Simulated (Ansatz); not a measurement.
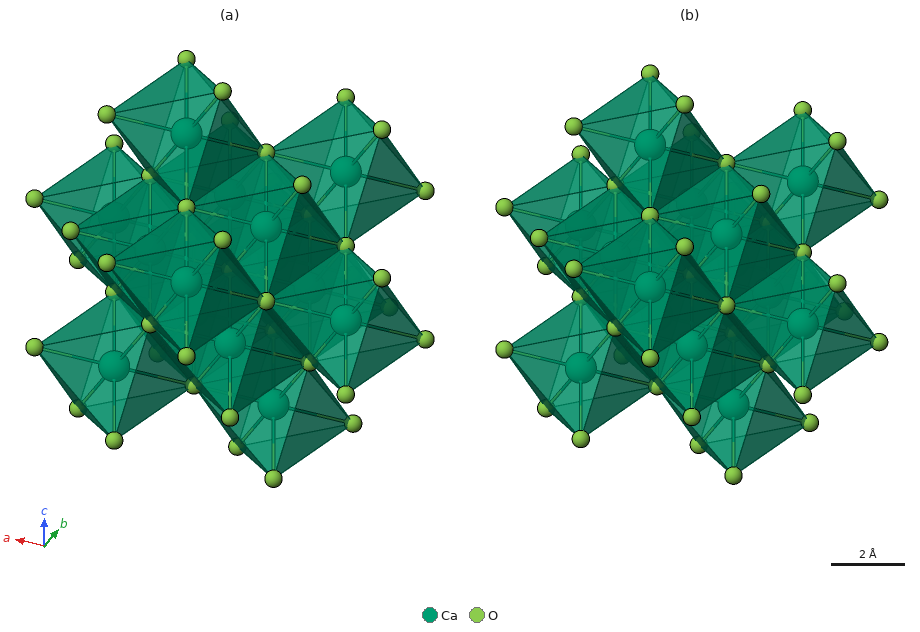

Left: crystalline CaO (set up in Fm-3m). Right: the same structure after one change, at the same scale. The picture is a polyhedral view of the conventional cell (4 times the calculation's cell), seen from a free direction. Lengths and directions refer to the drawn axes.

The calculation used DFT r2SCAN, scalar-relativistic, plane waves, PAW in Ansatz. Settings: plane-wave cutoff 500 eV; k-point mesh 8 × 8 × 8; occupations gaussian; smearing width 0.02 eV; no spin polarisation.

Which change leads from the left to the right?

All lengths are scaled by −4.2 % (volume −12.0 %), the atoms keeping their fractional coordinates. No relaxation follows.

What does the change do?

The energy rises by 90.8 meV per atom. Pressure: 0.0 GPa before, 19.7 GPa after. All forces vanish by symmetry. Among the bonded contacts that change: Ca–O 2.397 → 2.297 Å. The space group stays Fm-3m (No. 225).
